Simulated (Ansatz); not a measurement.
GaAs: geometry relaxation (part 2 of 2)

The same run, continued: GaAs (slab, 6 atoms in the cell); DFT PBEsol, scalar-relativistic, plane waves, PAW, no spin polarisation (Ansatz 0.2.0); cutoff 420 eV, 9×9×1 k-mesh, Gaussian smearing of 0.05 eV. The structure derives from an entry of the Crystallography Open Database. The input holds or restrains some coordinates. Forces given for the steps count only the free coordinates. It belongs to a series of runs on one base structure; here: clean slab, lower half held.

Geometry of the input (Å; fractional positions):
```
4.0010  0.0000  0.0000
-2.0005  3.4650  0.0000
0.0000  0.0000  24.3503
As 0.0000  0.0000  0.3491
Ga 0.3333  0.6667  0.3826
As 0.3333  0.6667  0.4832
Ga 0.6667  0.3333  0.5168
As 0.6667  0.3333  0.6174
Ga 0.0000  0.0000  0.6509
```

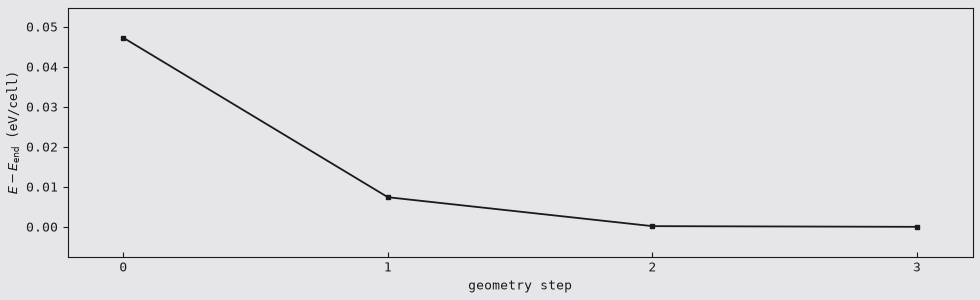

Fig. 1: Progress of the restrained relaxation, step by step (the first geometry is step 0 here and step 1 in the log).

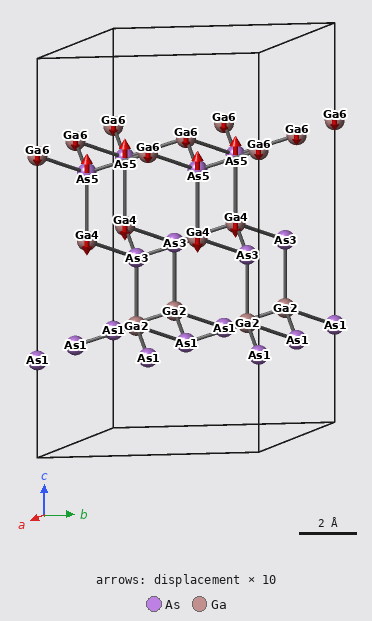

Fig. 2: The starting structure with the displacements as red arrows, magnified 10 times (ball-and-stick view of the 2 × 2 repeat of the cell, with the vacuum cut short, seen slightly off an axis). After 3 geometry steps the energy has fallen by 47.3 meV per cell of the calculation. The largest force component goes from 0.81 to 0.0052 eV/Å. The largest move is that of As5, 0.070 Å. Largest moves by element: As 0.070 Å, Ga 0.053 Å. The cell doesn't change. Among the contacts that change: Ga4–As5 2.450 → 2.573 Å, As5–Ga6 2.450 → 2.417 Å, As3–Ga4 2.450 → 2.433 Å. Among the angles that change: Ga4–As5–Ga6 109.5° → 107.1°, Ga6–As5–Ga6 109.5° → 111.7°, As5–Ga6–As5 109.5° → 111.7°. (Atoms are counted from 1 in the order of the input.)

```
WARN: The output density's exchange-correlation potential varies sharply where the density is thin. Do not read a vacuum level from v_tot or v_xc, or from such a field of the output density. On a cell that repeats whose density bears no net charge and no dipole along the vacuum's axis use v_es (v_loc + v_h of the components); under efield.dipole_correction with no amplitude use v_es + v_field, which holds any external_charges[].barrier, or the levels of the report's work_function block, which leave it out; under a non-zero efield.amplitude the vacuum is tilted and has no level; on a cell that repeats and bears such a dipole with no correction it is tilted too, and efield.dipole_correction with no amplitude gives each side of its ramp a level where efield: is served; in a cell that repeats whose density bears a net charge (total_charge, or a fill off its count) it is curved and has none; of a slab under crystal.periodic whose density bears no net charge use v_es, which has a level on each side, short of where the two are joined; of another it falls or rises all the way out and has none; of a slab beside external_charges read slab_vacuum_level instead, which it has where they leave it neutral. The grid or the basis barely resolves most such structure, and the values can differ between equally converged runs; as a rule a tighter scf.convergence.dr2_threshold does not remove it. Where the density itself ripples (under the LDA too) a higher basis.ecutwfc lessens it. The files hold the spikes' plane waves up to the density's cutoff. Files: v_tot_of_output_density and the like, and their columns of v_z.tsv (output.write_potential); v_xc_of_output_density and the like, and their columns of v_comp_z.tsv (output.write_potential_components). Measured: with its Gaussian average of σ = 0.25 Å subtracted twice, the exchange-correlation potential is over 0.1 eV at 1 of the grid points where the equally averaged density (valence and model cores) is under 1e-3 e/Å³, and 0.167 eV at the most among them, at an averaged density of 3.3e-9 e/Å³. The input density's (outcome.potential() and, of a run that writes arrays, v_tot and v_xc) is over 0.1 eV, so measured, at 2 points of its own thin density, 0.162 eV at the most. See output.write_potential in the manual, Limitations
SCF converged after 8 iterations
Free energy (F): -25668.582127 eV
Harris-Foulkes:  -25668.582127 eV  (|F-HF|=2.90e-8)
Internal energy: -25668.575576 eV  (E = F + TS)
E sigma→0 (E₀):  -25668.578851 eV
Entropy (-TS):   -0.006551 eV (-1.092 meV/atom)
Fermi energy:    0.581176 eV
Dipole field:    D = 0.089568 V/Å  (p = 0.167096 e·Å, saw-weighted, corrected)
Work function:   Φ+ = 3.5029 eV   Φ− = 5.6839 eV
Levels:          The Fermi level and band energies are counted from a zero that moves with the ramp; work functions are not
--- Per-component energies (eV) ---
  E_band       = -1593.347547
  E_kinetic    = 655.297967
  E_local      = -81705.249637  (includes V_loc(G=0)·N_el)
  E_nonlocal   = -729.820109
  E_hartree    = 40565.289273
  E_xc         = -440.406951
  E_vxc        = -410.164093  (∫ρ·V_xc dr)
  E_paw        = -11223.756925  (= ΣΔE_a)
  E_vpaw       = -534.206590  (= ΣTr[D̂ρ^β])
  E_aug_tail   = -0.000355  (compensation charges beyond the density's cutoff)
  E_efield     = 0.007483  (sawtooth field / dipole correction)
  E_vefield    = 0.245378  (∫n·V_field dr)
  E_ewald      = 27204.575460
  E_core_change = 5.488220  (= ΣΔE_core)
  E_smearing   = -0.006551  (= −TS)
  E_closure    = 0.000000  (closes the sum)
  Σ components = -25668.582127   (vs F -25668.582127, Δ=0.00e0)
--- Forces (eV/Å), atoms counted from 1 ---
  atom   1  As     0.00000000     0.00000000     0.05008291
  atom   2  Ga    -0.00000000    -0.00000000    -0.58250971
  atom   3  As     0.00000000     0.00000000     0.52443900
  atom   4  Ga     0.00000000    -0.00000000     0.00522866
  atom   5  As     0.00000000     0.00000000    -0.00059955
  atom   6  Ga    -0.00000000    -0.00000000     0.00333044
  max |Σ_I F_I| component: 2.82e-5 eV/Å
--- Band table (eV; the first three rows and the last of 12) ---
  k-point 0: bands = ["-35.6148", "-35.6022", "-35.6022", "-35.5879", "-35.5879", "-34.9473", "-34.9438", "-34.9438", "-34.9346", "-34.9346", "-33.9995", "-33.9995", "-33.9722", "-33.9722", "-33.9665", "-15.1615", "-15.0914", "-15.0914", "-15.0316", "-15.0316", "-14.6474", "-14.5603", "-14.5603", "-14.5035", "-14.5035", "-13.8263", "-13.7163", "-13.7163", "-13.6600", "-13.6600", "-12.4950", "-11.6750", "-10.3672", "-5.5145", "-3.4730", "-1.1208", "-1.1208", "-0.8668", "-0.4008", "-0.4008", "0.7177", "0.7900", "0.7900", "1.3270", "1.8800", "2.4825", "4.0283", "4.0283", "4.1017", "4.6076", "4.6076"]
  k-point 1: bands = ["-35.6147", "-35.6022", "-35.6022", "-35.5879", "-35.5877", "-34.9472", "-34.9438", "-34.9437", "-34.9347", "-34.9346", "-33.9995", "-33.9993", "-33.9722", "-33.9722", "-33.9664", "-15.1619", "-15.0939", "-15.0897", "-15.0328", "-15.0292", "-14.6452", "-14.5661", "-14.5585", "-14.5048", "-14.5015", "-13.8220", "-13.7227", "-13.7147", "-13.6614", "-13.6580", "-12.3738", "-11.5598", "-10.2523", "-5.4834", "-3.5811", "-2.1736", "-1.7563", "-1.3634", "-0.6166", "-0.5886", "0.0276", "0.5793", "1.2733", "1.8147", "2.5441", "3.2728", "3.8032", "4.2239", "4.3993", "4.4912", "5.0335"]
  k-point 2: bands = ["-35.6145", "-35.6024", "-35.6022", "-35.5879", "-35.5873", "-34.9470", "-34.9439", "-34.9434", "-34.9348", "-34.9345", "-33.9995", "-33.9989", "-33.9724", "-33.9722", "-33.9662", "-15.1667", "-15.0963", "-15.0864", "-15.0357", "-15.0223", "-14.6425", "-14.5775", "-14.5547", "-14.5082", "-14.4956", "-13.8124", "-13.7378", "-13.7116", "-13.6649", "-13.6521", "-12.0274", "-11.2342", "-9.9267", "-5.5483", "-4.3885", "-3.2502", "-2.8980", "-1.8558", "-1.5805", "-1.0763", "0.0393", "0.1262", "1.0389", "2.0779", "2.8522", "3.4141", "4.1330", "4.6077", "5.0270", "5.1720", "5.5804"]
  k-point 11: bands = ["-35.6139", "-35.6026", "-35.6023", "-35.5872", "-35.5872", "-34.9464", "-34.9436", "-34.9433", "-34.9346", "-34.9345", "-33.9989", "-33.9987", "-33.9725", "-33.9724", "-33.9657", "-15.1832", "-15.0879", "-15.0869", "-15.0367", "-15.0119", "-14.6462", "-14.5852", "-14.5555", "-14.5077", "-14.4877", "-13.7873", "-13.7695", "-13.7136", "-13.6637", "-13.6447", "-10.7093", "-10.1340", "-8.8078", "-6.8406", "-6.3378", "-5.4193", "-4.1586", "-3.5501", "-2.7077", "-2.0317", "-1.6462", "0.1588", "0.6804", "2.9416", "3.4683", "4.8371", "5.0486", "5.7368", "5.8183", "6.3111", "7.1866"]
--- Relaxed structure (4 steps of the walk, 4 accepted, 0 SCFs on fresh bases) ---
  F+E_penalty+E_count = -25668.58212676 eV   max|allowed force component| = 5.229e-3 eV/Å
  atoms:
    - { symbol: As, position: [0.0, 0.0, 0.34907146120000004] }
    - { symbol: Ga, position: [0.33333333333333337, 0.6666666666666667, 0.38261113650000006] }
    - { symbol: As, position: [0.33333333333333337, 0.6666666666666667, 0.48323016240000005] }
    - { symbol: Ga, position: [0.6666666666666667, 0.33333333333333337, 0.5145795881601208] }
    - { symbol: As, position: [0.6666666666666667, 0.33333333333333337, 0.6202553572092001] }
    - { symbol: Ga, position: [-9.777284952532461e-19, -1.9554569904361478e-19, 0.6494247584862893] }
```

Trajectory as extended XYZ (Å, eV, eV/Å), 4 frames, from step=1 to step=4:
```
6
Lattice="4.0010 0.0000 0.0000 -2.0005 3.4650 0.0000 0.0000 0.0000 24.3503" Properties=species:S:1:pos:R:3:forces:R:3 step=1 energy=-25668.53487
As    0.0000    0.0000    8.5000    0.0000   0.0000   0.0416
Ga    0.0000    2.3100    9.3167    0.0000   0.0000  -0.4885
As    0.0000    2.3100   11.7668    0.0000   0.0000   0.5904
Ga    2.0005    1.1550   12.5835    0.0000   0.0000  -0.6125
As    2.0005    1.1550   15.0336    0.0000   0.0000   0.8081
Ga    0.0000    0.0000   15.8503    0.0000   0.0000  -0.3387
6
Lattice="4.0010 0.0000 0.0000 -2.0005 3.4650 0.0000 0.0000 0.0000 24.3503" Properties=species:S:1:pos:R:3:forces:R:3 step=2 energy=-25668.57473
As    0.0000    0.0000    8.5000    0.0000   0.0000   0.0439
Ga    0.0000    2.3100    9.3167    0.0000   0.0000  -0.5424
As    0.0000    2.3100   11.7668    0.0000   0.0000   0.5417
Ga    2.0005    1.1550   12.5515    0.0000   0.0000  -0.2549
As    2.0005    1.1550   15.0655    0.0000   0.0000   0.2785
Ga    0.0000    0.0000   15.8048    0.0000   0.0000  -0.0662
6
Lattice="4.0010 0.0000 0.0000 -2.0005 3.4650 0.0000 0.0000 0.0000 24.3503" Properties=species:S:1:pos:R:3:forces:R:3 step=3 energy=-25668.58196
As    0.0000    0.0000    8.5000    0.0000   0.0000   0.0495
Ga    0.0000    2.3100    9.3167    0.0000   0.0000  -0.5774
As    0.0000    2.3100   11.7668    0.0000   0.0000   0.5459
Ga    2.0005    1.1550   12.5354    0.0000   0.0000  -0.0086
As    2.0005    1.1550   15.1090    0.0000   0.0000   0.0238
Ga    0.0000    0.0000   15.8288    0.0000   0.0000  -0.0330
6
Lattice="4.0010 0.0000 0.0000 -2.0005 3.4650 0.0000 0.0000 0.0000 24.3503" Properties=species:S:1:pos:R:3:forces:R:3 step=4 energy=-25668.58213
As    0.0000    0.0000    8.5000    0.0000   0.0000   0.0501
Ga    0.0000    2.3100    9.3167    0.0000   0.0000  -0.5825
As    0.0000    2.3100   11.7668    0.0000   0.0000   0.5244
Ga    2.0005    1.1550   12.5302    0.0000   0.0000   0.0052
As    2.0005    1.1550   15.1034    0.0000   0.0000  -0.0006
Ga    0.0000    0.0000   15.8137    0.0000   0.0000   0.0033
```

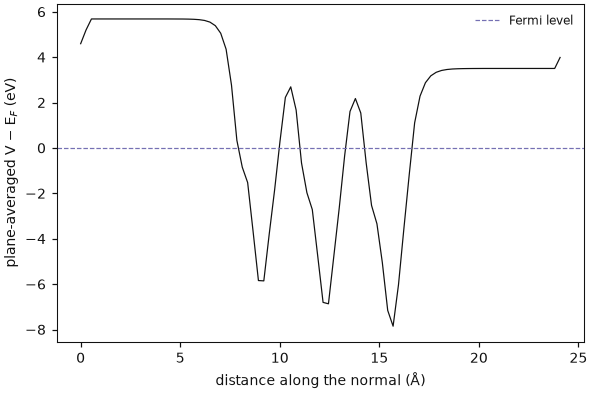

Fig. 3: Plane average of the electrostatic potential energy of an electron across the cell, from the Fermi level. The vacuum level lies 3.50 eV above the Fermi level on the upper side and 5.68 eV on the lower.

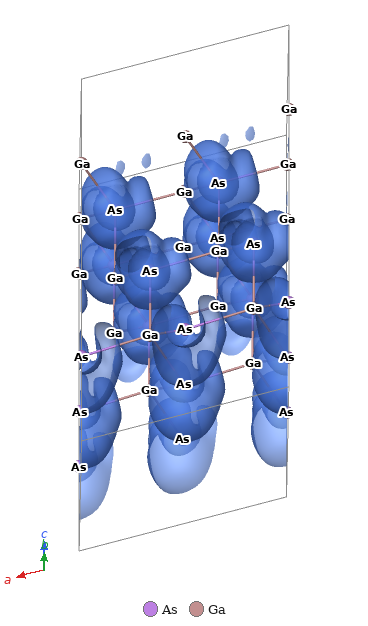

Fig. 4: Isosurface of the ELF at 0.6 (blue), seen at an oblique angle. Only the valence region is drawn (cores and ρ < 0.01 e/Å³ removed). Sticks mark near contacts. Values along the shortest contacts: Ga–As (2.57 Å): the ELF is about 0.65 at the midpoint. In a PAW calculation such maps are meaningful between the atoms, not at the nuclei.

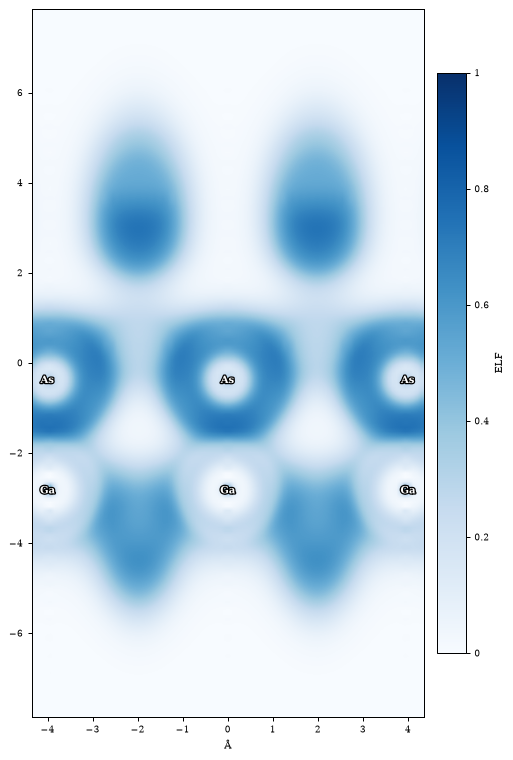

Fig. 5: Electron localisation function on the (11̄0) plane of the calculation cell, a cut from vacuum to vacuum. The section cuts through Ga and As sites. The strong features right at Ga lie inside the PAW spheres (semicore, d or f shells) and say nothing about bonding.

Summary:

| quantity | value |
| --- | --- |
| outcome | converged under the restraints of the input |
| electrons treated | 84 |
| free energy | −25668.5821 eV |
| work function, top face | 3.50 eV |
| work function, bottom face | 5.68 eV |
| Fermi energy | 0.581 eV |
| gap on the k-point mesh | none (metallic) |
| final volume | 337.58 Å³ |
| work function (upper face) | 3.50 eV |
| largest force (length of the vector) at the end, held atoms and coordinates included | 0.583 eV/Å |
| wall time | 27 s (CPU time 1.7 min) |
| peak memory | 0.79 GiB |

Remarks:

The program warns: the exchange-correlation potential is rough where the density is thin.
